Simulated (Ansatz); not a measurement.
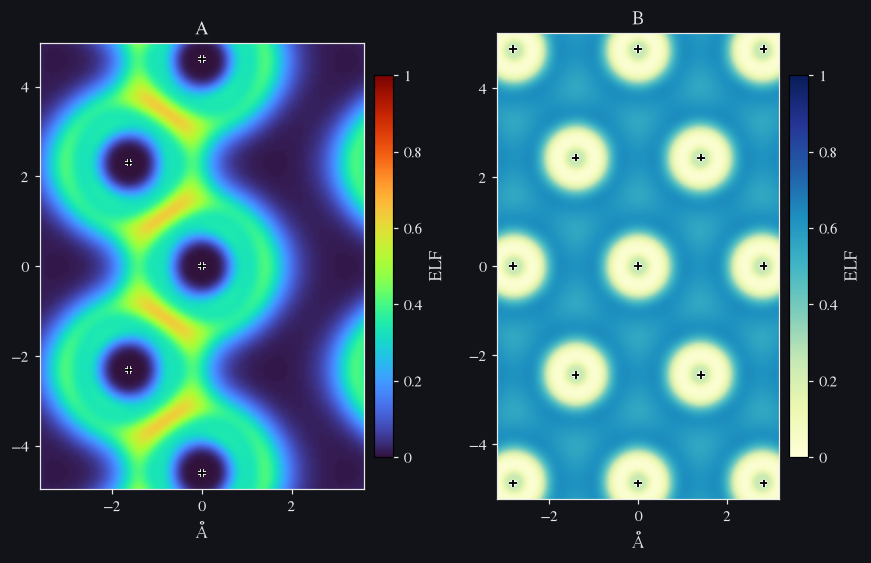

The electron localisation function of 2 systems, each on a plane through atoms (crosses mark nuclei in the plane).

The calculation used DFT LDA, scalar-relativistic, plane waves, PAW (Ansatz).

System 1: Al, the (111) plane of the conventional cell. Space group Fm-3m; computed without spin polarisation.

System 2: Sn, the (101) plane of the conventional cell. Space group Fd-3m; changed on purpose from its base cell (volume × 1.02, shape and atoms relaxed).

```
Sn
1.0
     6.51915    0.00000    0.00000
     0.00000    6.51915    0.00000
     0.00000    0.00000    6.51915
Sn
8
Cartesian
  0.0000 0.0000 0.0000
  3.2596 3.2596 0.0000
  3.2596 0.0000 3.2596
  0.0000 3.2596 3.2596
  1.6298 1.6298 1.6298
  4.8894 4.8894 1.6298
  4.8894 1.6298 4.8894
  1.6298 4.8894 4.8894
```

### Match each panel to its system.

Panel A is system 2, Sn: the plane holds Sn. Sn–Sn (2.82 Å): the ELF peaks at about 0.65 between the atoms. Panel B is system 1, Al: the plane holds Al. Al–Al (2.82 Å): the ELF peaks at about 0.65 between the atoms.
